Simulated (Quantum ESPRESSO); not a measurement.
## How a distortion at fixed volume moves the moments of Ni: factor along z 0.7884, ferro +

Quantum ESPRESSO 7.5; PBE; plane waves with GBRV 1.5 PBE potentials, no spin-orbit coupling.

The structure is tetragonal, space group I4/mmm (No. 139). The conventional cell has a = 2.806 Å, b = 2.806 Å, c = 2.778 Å, α = 90.00°, β = 90.00°, γ = 90.00°. Nearest to Ni lie 8 Ni at 2.42 Å.

Spin moment in the atom's sphere by atom:

| atom | spin moment in the atom's sphere (μB) |
| --- | --- |
| Ni1 | 0.625 |

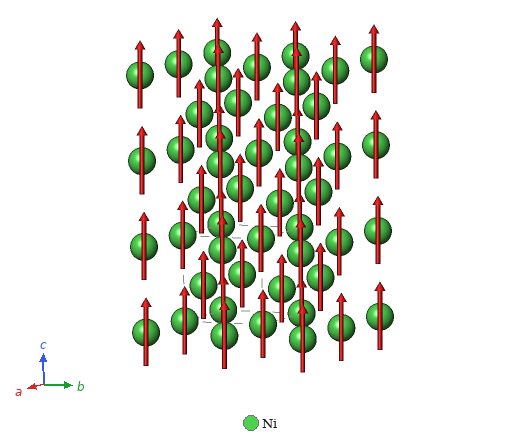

Spin moment in the atom's sphere as arrows, the longest 0.625 μB. Up and down stand for the sign. Arrows give size and sign along the axis of quantisation, drawn up and down the page. 2×2×3 conventional cells are drawn. Some periodic images of atoms are drawn too.

Read from the output:

```
smearing term TS : 0.01344 eV
pressure         : -6.107 GPa
net moment       : 0.59 μB
integrated |m|   : 0.665 μB
final state      : ferromagnetic
```

Q: Write an input that reproduces this.

The system, level and task follow from the heading and the kind of results. Meshes, cutoffs and thresholds can't be read from the results; these are the ones that the run used.

Lengths along Cartesian z scale by the factor and those normal to it by its inverse root. Atoms keep their fractional places. Seeded atoms are those given a starting moment.

pw.in reads:

```
&CONTROL
  calculation = 'scf'
  prefix = 'pwscf'
  outdir = './tmp'
  pseudo_dir = './pseudo'
  disk_io = 'nowf'
  tprnfor = .true.
  tstress = .true.
/
&SYSTEM
  ibrav = 0
  celldm(1) = 8
  nat = 1
  ntyp = 1
  ecutwfc = 40
  ecutrho = 280
  nbnd = 15
  occupations = 'smearing'
  smearing = 'fd'
  degauss = 0.00367493
  nspin = 2
  starting_magnetization(1) = 0.0556
/
&ELECTRONS
  conv_thr = 2d-09
  electron_maxstep = 150
  mixing_beta = 0.3
/
ATOMIC_SPECIES
Ni     58.6934 ni_pbe_v1.4.uspp.F.UPF
CELL_PARAMETERS alat
   0.0000000000000    0.4687502111022    0.3281416818833
   0.4687502111022    0.0000000000000    0.3281416818833
   0.4687502111022    0.4687502111022    0.0000000000000
ATOMIC_POSITIONS crystal
Ni      0.0000000000    0.0000000000    0.0000000000
K_POINTS automatic
20 20 20 0 0 0
```

Started as:

```bash
OMP_NUM_THREADS=1 mpirun -n 4 pw.x -nk 4 -in pw.in > pw.out
```

[Logs and program files are shortened in this print: banners, set-up blocks, solver, clock and traceback lines can be left out without a mark of their own.]

[Logs are printed without paths, hosts, clocks, repeated set-up lines and the standing remarks that a program may print on its own settings, such as how far it seeks lower states.]

[Hosts, paths, dates, database ids (printed as entryN), source tags and the programs' standing remarks are cut or masked in the printed files.]

[Where a cell is said to come from a database of computed structures, the database is the Materials Project.]
